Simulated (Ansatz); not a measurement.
The calculation's input:

```
crystal:
  lattice:
    - [0.0, 2.2186678175, 2.2186678175]
    - [2.2186678175, 0.0, 2.2186678175]
    - [2.2186678175, 2.2186678175, 0.0]
  atoms:
    - { symbol: Si, position: [0.0, 0.0, 0.0] }
    - { symbol: C, position: [0.75, 0.75, 0.75] }
basis:
  ecutwfc: 420
  ecutrho_ratio: 4
kpoints:
  mp_grid: { grid: [14, 14, 14] }
hamiltonian:
  xc: pbe
scf:
  occupations: { method: gaussian, width: 0.05 }
output:
  forces: true
  stress: true
  eigenvalues: true
  write_density: true
  write_potential: true
  elf: true
  volumetric_format: npy
```

Run with:

```sh
ansatz run input.yaml --threads 4 --pin off --max-ram 7168MiB --backend cpu --events-out ev --progress --plain --runs-dir out
```

Below, planes, directions and counts refer to the conventional cell (a = 4.44 Å, b = 4.44 Å, c = 4.44 Å, α = 90.00°, β = 90.00°, γ = 90.00°).

Space group F-43m; started from the SiC prototype; changed on purpose from its base cell (volume × 1.040); computed pressure about −8 GPa in this cell.

The calculation used DFT PBE, scalar-relativistic, plane waves, PAW in Ansatz.

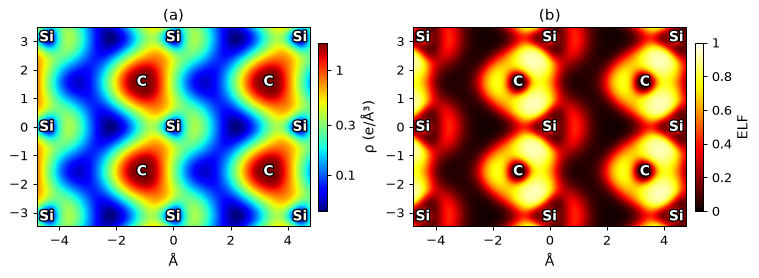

SiC. (a) valence pseudo-density; (b) ELF on the (110) plane of the conventional cell.

In a PAW calculation such maps are meaningful between the atoms, not at the nuclei.

**What do the fields say about this system?**

The plane passes through Si and C nuclei. Si–C (1.92 Å): ρ at the midpoint is about 0.84 e/Å³; the ELF peaks at about 0.95 between the atoms; localised, covalent bonding. Between the atoms the lowest density in this plane is 0.05 e/Å³.

**Metal or insulator at this level of theory?**

It is gapped, with a Kohn–Sham gap of 1.4 eV on the k-point mesh, an upper bound to the gap of this method.
